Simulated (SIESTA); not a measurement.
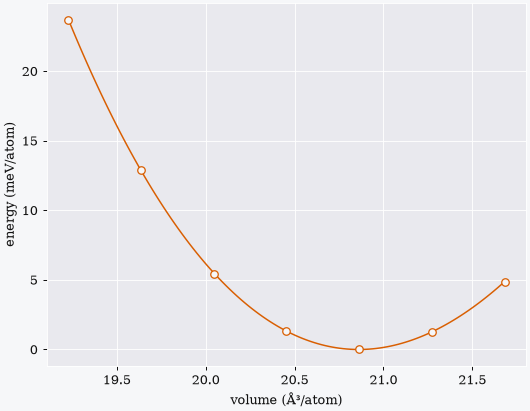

Plotted: energy against volume.

Calculation (SIESTA 5.4.2): DFT in numerical atomic orbitals with pseudopotentials, no spin polarisation; energies at scaled volumes of the given cell, shape and fractions fixed, counted from the fit's minimum, third-order Birch-Murnaghan fit. Level: PBE.

**For which of these solids was it computed?**
A. Bi, P2_1/m (No. 11)
B. BAs, F-43m (No. 216)
C. MgGe₂, C2/m (No. 12)

C, MgGe₂: energy from 0.04 meV/atom to 23.70 meV/atom, V0 20.86 Å³/atom, B0 51.7 GPa. The others give: Bi, energy from 0.35 meV/atom to 45.46 meV/atom, V0 35.39 Å³/atom, B0 44.1 GPa; BAs, energy from −0.02 meV/atom to 55.92 meV/atom, V0 14.15 Å³/atom, B0 115 GPa.

For BAs, limits of the calculation: mulliken charges of long orbitals.

For Bi, limits of the calculation: mulliken charges of long orbitals; spin-orbit coupling left out, heavy elements; shape and atomic fractions are frozen while scaling, which makes layered, chain and framework solids too stiff.

For MgGe₂, limits of the calculation: mulliken charges of long orbitals; shape and atomic fractions are frozen while scaling, which makes layered, chain and framework solids too stiff.
